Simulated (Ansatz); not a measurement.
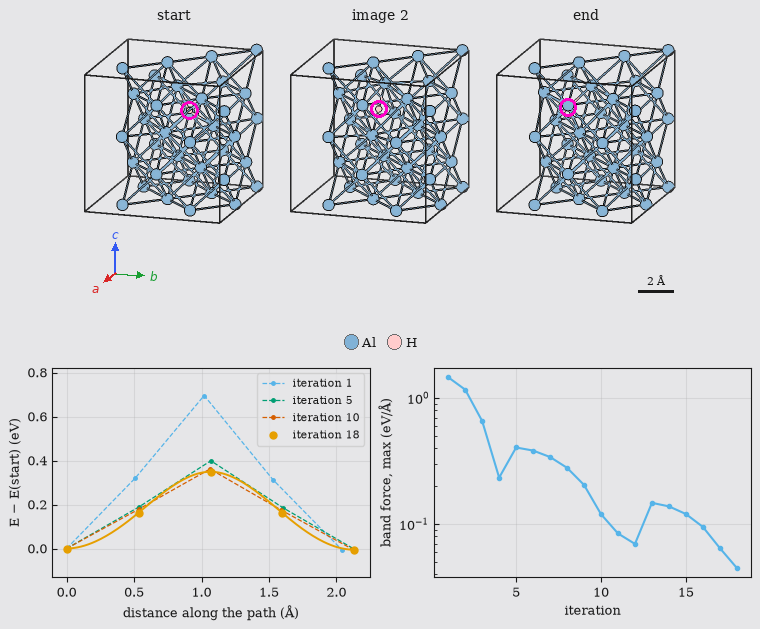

A nudged-elastic-band calculation for Al with an interstitial H (33 atoms in the cell). Images are numbered from 0 (start) to 4 (end). The plot follows the band through its iterations. A ball-and-stick model of the simulation cell (origin moved), seen slightly off an axis. The moving atom is ringed, with any periodic copies. Bonds to atoms that aren't drawn are left out.

These are results of Ansatz 0.2.0, DFT PBE, scalar-relativistic, plane waves, PAW, not measurements. Settings: plane-wave cutoff 420 eV; k-point mesh 2 × 2 × 2; Gaussian smearing 0.05 eV; 3 movable images; climbing image; force threshold 0.05 eV/Å; iteration limit 29; optimiser FIRE; largest step 0.5 Å.

How did the profile develop, and is the result final?

Answer. The run is converged, with reservations. The band converged in 18 iterations. The largest component of the band force went from 1.5 to 0.045 eV/Å. The climbing image converged on the top of the path. Its curvatures weren't checked. The step length is far from the usual. The first iteration put the highest image at 0.70 eV. Forward barrier 0.35 eV, backward barrier 0.35 eV, with image 2 at the top; the reaction energy is −0.01 eV.

Limits of the set-up: the k-point mesh is coarse for a cell with partly filled bands; the periodic images lie only 8.1 Å apart, so the values are limited by the cell's size.

PAW datasets: the set soft_1.
